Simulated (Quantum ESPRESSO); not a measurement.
# Ta: 7 runs along one coordinate

System: Ta (1 atom in the cell).
Method: Kohn-Sham DFT of a periodic cell, r2SCAN, SG15 PBE 1.2, no spin polarisation (Quantum ESPRESSO 7.5).

The 7 runs differ only in the geometry, by an even scaling of the cell at fixed fractional positions. The structure derives from an entry of the Crystallography Open Database.

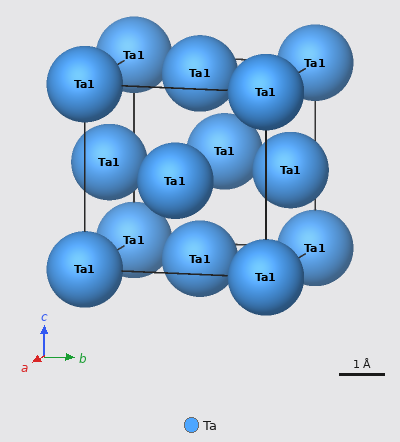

Figure 1. The structure of run 4 (spheres-only view of the cell 4 times as large as that of the calculation, set on its symmetry axes, seen slightly off an axis; atoms are numbered from 1 in the order of the input). An atom can appear more than once, as a periodic image.

## Input of run 4
```
&CONTROL
  calculation = 'scf'
  prefix = 'pwscf'
  outdir = './tmp'
  pseudo_dir = './pseudo'
  tstress = .true.
  disk_io = 'nowf'
/
&SYSTEM
  ibrav = 0
  nat = 1
  ntyp = 1
  ecutwfc = 75
  nbnd = 21
  input_dft = 'r2scan'
  occupations = 'smearing'
  smearing = 'fd'
  degauss = 0.00367493
  nosym = .true.
  nr1 = 32
  nr2 = 32
  nr3 = 32
/
&ELECTRONS
  conv_thr = 1d-08
  electron_maxstep = 120
  mixing_beta = 0.5
/
ATOMIC_SPECIES
Ta   180.9479 Ta_ONCV_PBE-1.2.upf
CELL_PARAMETERS angstrom
   0.0000000000    2.1100000000    2.1100000000
   2.1100000000    0.0000000000    2.1100000000
   2.1100000000    2.1100000000    0.0000000000
ATOMIC_POSITIONS crystal
Ta     0.0000000000    0.0000000000    0.0000000000
K_POINTS automatic
8 8 8 0 0 0
```

Command:
```bash
OMP_NUM_THREADS=1 mpirun -n 2 pw.x -nk 2 -in pw.in > pw.out
```

Run 5 differs from it as follows:
```diff
-   0.0000000000    2.1100000000    2.1100000000
-   2.1100000000    0.0000000000    2.1100000000
-   2.1100000000    2.1100000000    0.0000000000
+   0.0000000000    2.1239739172    2.1239739172
+   2.1239739172    0.0000000000    2.1239739172
+   2.1239739172    2.1239739172    0.0000000000
```

## Results, with one run withheld

| run | volume per atom (Å³) | free energy per atom, from the lowest run given (meV) | pressure (GPa) |
| --- | --- | --- | --- |
| 1 | 17.661 | 0.69 | 2.34 |
| 2 | 18.036 | 0.00 | −1.79 |
| 3 | 18.412 | 8.66 | −5.64 |
| 4 | 18.788 | 26.03 | −9.21 |
| 5 | 19.164 | ? | ? |
| 6 | 19.539 | 84.30 | −15.54 |
| 7 | 19.915 | 123.96 | −18.32 |

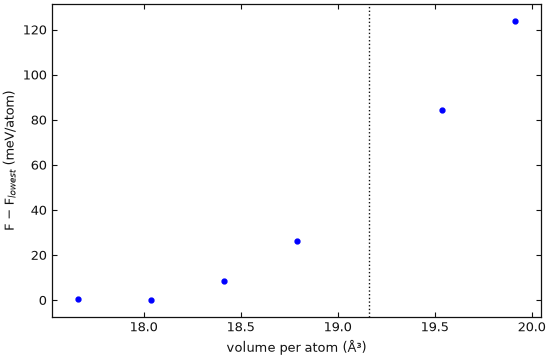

Figure 2. Free energy per atom of the runs given; the dotted line marks run 5.

Fit the runs given and predict run 5.

A cubic polynomial in V^(−2/3) (the Birch–Murnaghan form), fitted to the 6 runs given, misses them by at most 0.03 meV per atom. With x = V^(−2/3) − 0.14195 Å⁻², it reads F = 21.143 − 10292 x + 1.2219e+06 x² − 4.883e+06 x³ (meV per atom). At run 5 it gives 51.50 meV per atom, and the run itself gives 51.45. The slope of the fit gives a pressure −dF/dV of −12.46 GPa there, and the run prints −12.51 GPa. The fit has its minimum at 17.875 Å³ per atom, where V d²F/dV² gives 197 GPa: the bulk modulus at this level, since symmetry fixes the shape and the positions.

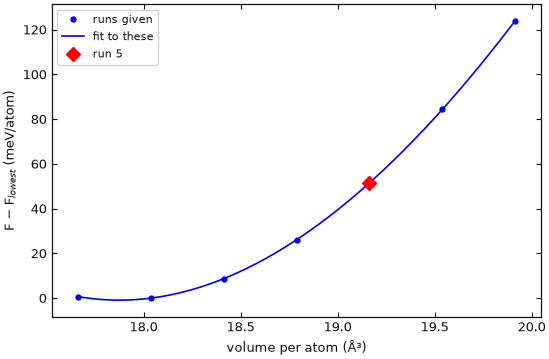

Figure 3. The fit and the withheld run.

## Some lines of the output (run 5)
```
[...]
     number of k points=   260  Fermi-Dirac smearing, width (Ry)=  0.0037
     total energy              =    -495.13957239 Ry
     total energy              =    -495.36374856 Ry
     total energy              =    -495.37569900 Ry
     total energy              =    -495.37658621 Ry
     total energy              =    -495.37661314 Ry
     total energy              =    -495.37661855 Ry
     total energy              =    -495.37661888 Ry
     total energy              =    -495.37661893 Ry
     the Fermi energy is    27.6283 ev
!    total energy              =    -495.37661894 Ry
     The total energy is F=E-TS. E is the sum of the following terms:
     Computing stress (Cartesian axis) and pressure
          total   stress  (Ry/bohr**3)                   (kbar)     P=     -125.06
```

Notes: Further notes kept with the run: potentials made for another functional. Points of doubt noted for this run: coarse mesh; potentials made for another functional. Spin–orbit coupling is left out, which matters for Ta.
